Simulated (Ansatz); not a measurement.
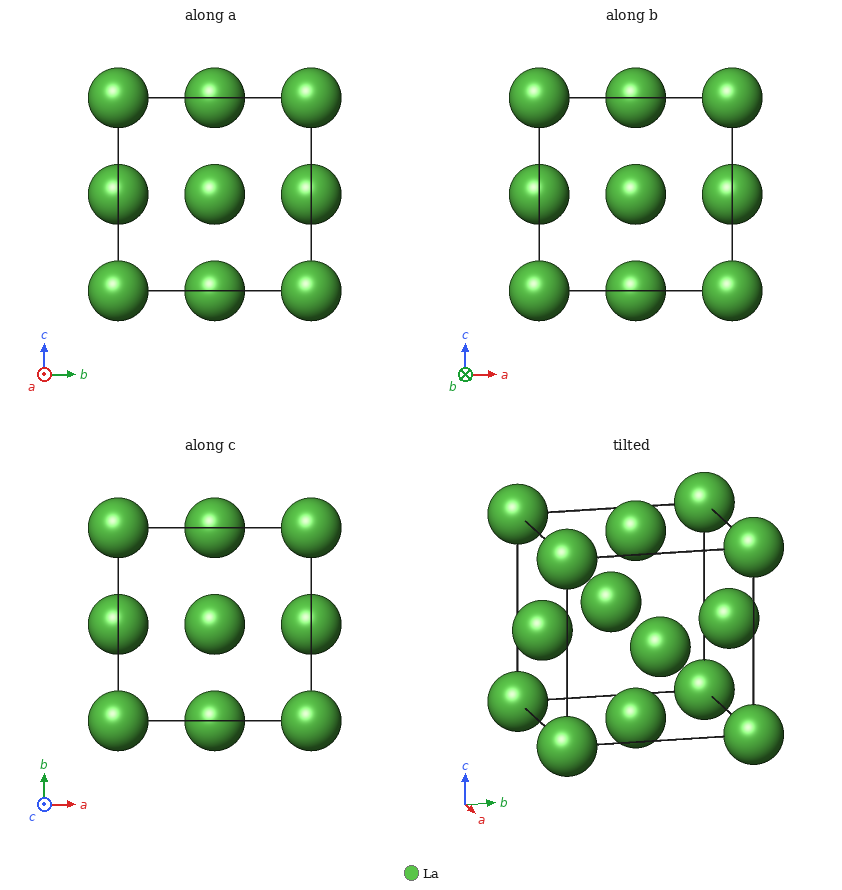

The image is a spheres-only drawing of a crystal, viewed along the a axis, along the b axis, along the c axis and slightly off an axis. The frame is the conventional unit cell; atoms at its boundary are shown with their periodic copies.

Lattice parameters: a = 5.241 Å, b = 5.241 Å, c = 5.241 Å, α = 90.00°, β = 90.00°, γ = 90.00°.

Question: Transcribe the picture into a table of Wyckoff sites.

Answer: Space group Fm-3m (No. 225).
```
atom  site       x       y       z
  La    4a  0.0000  0.0000  0.0000
```

The cell started as a structure type filled with this element by a generator (whether the element takes this form wasn't checked). Earlier steps of the study may have refined or changed the cell and positions. Ansatz was used for an electronic-structure calculation on it.
